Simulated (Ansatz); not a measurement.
# B: what the fields show

Input file:

```
crystal:
  lattice:
    - [1.7090010974, 0.0, 0.0]
    - [-0.8545005487, 1.4800383654, 0.0]
    - [0.0, 0.0, 14.0551717228]
  atoms:
    - { symbol: B, position: [0.0, 0.0, 0.0] }
    - { symbol: B, position: [0.3333333333, 0.6666666667, 0.25] }
    - { symbol: B, position: [0.0, 0.0, 0.5] }
    - { symbol: B, position: [0.6666666667, 0.3333333333, 0.75] }
basis:
  ecutwfc: 420
kpoints:
  mp_grid: { grid: [30, 30, 4] }
hamiltonian:
  xc: pbe
  dispersion: d3bj
scf:
  occupations: { method: gaussian, width: 0.1 }
output:
  forces: true
  stress: true
  eigenvalues: true
  write_density: true
  write_potential: true
  elf: true
  volumetric_format: npy
relax:
  adjacent_minimum: "off"
  f_tol: 0.01
  max_steps: 60
  cell: { stress_tol: 0.1 }
```

Run with:

```sh
ansatz run input.yaml --threads 1 --pin off --max-ram 2560MiB --backend cpu --events-out ev --progress --plain --runs-dir out
```

Below, planes, directions and counts refer to the conventional cell (a = 1.70 Å, b = 1.70 Å, c = 13.69 Å, α = 90.00°, β = 90.00°, γ = 120.00°).

The fields are those of the relaxed geometry.

Space group P6₃/mmc; a structure from a database of computed crystals, not necessarily the ambient phase.

These are results of DFT PBE+D3(BJ), scalar-relativistic, plane waves, PAW in Ansatz 0.2.0, not measurements.

In a PAW calculation such maps are meaningful between the atoms, not at the nuclei.

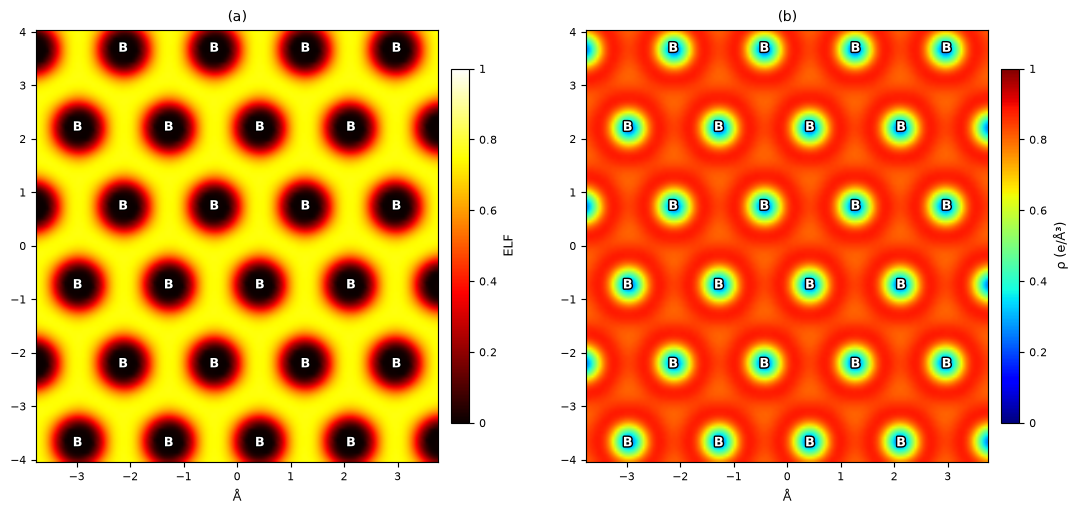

Figure 1. (a) ELF; (b) valence pseudo-density on the (001) plane of the conventional cell.

What does the map show?

- Atoms in the plane: B.
- B–B (1.70 Å): the density is about 0.84 e/Å³ at the midpoint; the ELF peaks at about 0.75 between the atoms.
- Between the atoms the lowest density in this plane is 0.8 e/Å³.

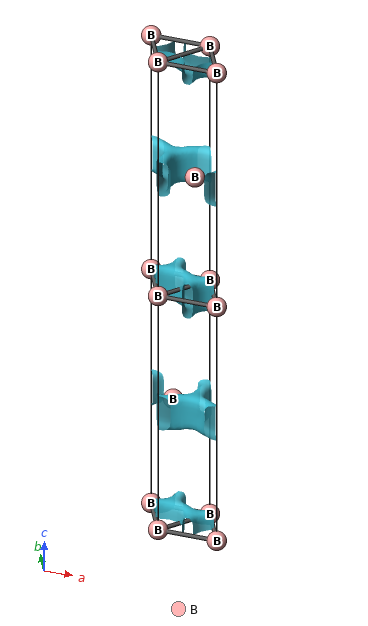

Figure 2. Isosurface of the electron localisation function at 0.7 (cyan), seen at an oblique angle. Core shells and regions of very low density are left out. Sticks mark near contacts.

Where are the electrons localised?

At this value the surface marks out sheets that run through the cell in two directions, counted in one cell of 4 atoms. Any copies at cell faces, edges or corners count once. There are no localised bonds or lone pairs at this value.

Metal or insulator at this level of theory?

It is metallic or semimetallic at this level of theory: no gap opens.
